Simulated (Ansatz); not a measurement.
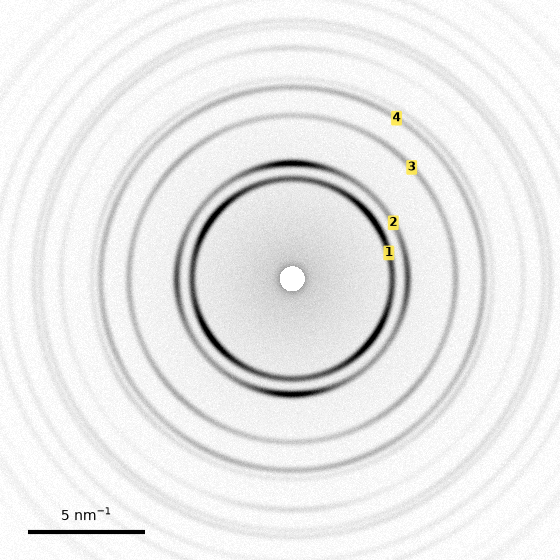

Simulated electron diffraction rings at 100 kV (λ = 0.0370 Å), scale in nm⁻¹ (radius = 1/d), for a sample with fibre texture (March–Dollase model, fibre axis vertical in the picture). Kinematic intensities with B = 1.0 Å² for all atoms, without multiple scattering; brightness goes as intensity to the power 0.6, clipped at the top, with counting noise. Reflections closer than the ring width show as one ring.

The sample is Al, space group Fm-3m, a = 4.040 Å, b = 4.040 Å, c = 4.040 Å, α = 90.00°, β = 90.00°, γ = 90.00°. It is based on the end point of a relaxation with Ansatz, DFT PBE, scalar-relativistic, plane waves, PAW; the starting structure was generated, so it need not be a known form of this composition.

### Measure the numbered rings and index them.

| ring | radius | d (Å) | hkl |
| --- | --- | --- | --- |
| 1 | 4.29 nm⁻¹ | 2.33 | 111 |
| 2 | 4.95 nm⁻¹ | 2.02 | 200 |
| 3 | 7.00 nm⁻¹ | 1.428 | 220 |
| 4 | 8.21 nm⁻¹ | 1.218 | 311 |

### Which lattice planes lie preferentially normal to the fibre axis?

The (2 0 0) planes: ring 2 is concentrated at the top and bottom of the pattern (March parameter 0.45).
